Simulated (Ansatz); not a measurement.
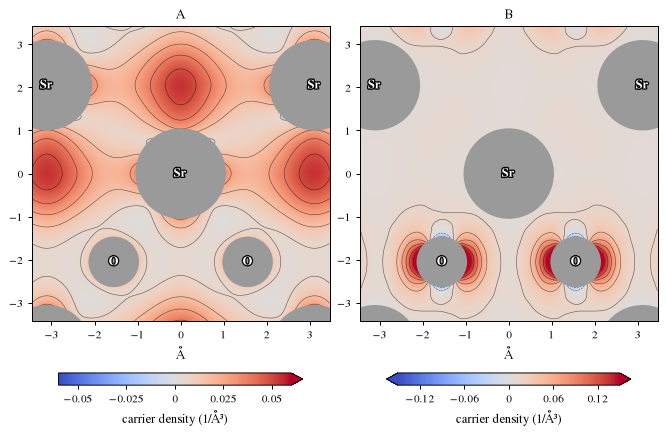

SrO, doped once with holes and once with electrons (0.5 e in the calculation's cell of 4 atoms, uniform background, atoms fixed). Each panel shows the carrier's density (positive where it sits) on the (110) plane of the conventional cell; grey discs cover the cores. Cores are masked to 1.0 Å (Sr) and 0.6 Å (O). This is very heavy doping.

Space group P6_3/mmc. The cell comes from a database of computed structures, not from a measurement.

Method: Ansatz 0.2.0, DFT r2SCAN, scalar-relativistic, plane waves, PAW.

Q: Tell the hole from the electron.

A: A is the electron: outside the cores it is densest 2.0 Å from a strontium nucleus and 2.5 Å from an oxygen one; it divides as Sr about 70 % and O about 30 %. B is the hole: outside the cores it is densest at the edge of the masked core of O; it divides as O about 65 % and Sr about 35 %. Shares are sums over atomic cells sized by the Bader volumes, which fill 50 % (Sr) and 50 % (O) of the cell, so only an excess over these marks a preference; they are shares of the net change, screening included, and the band-edge orbitals themselves can be more concentrated.

Run times: 26 s (electron) and 26 s (hole), on 1 thread of Arm Neoverse V1, on a shared host.
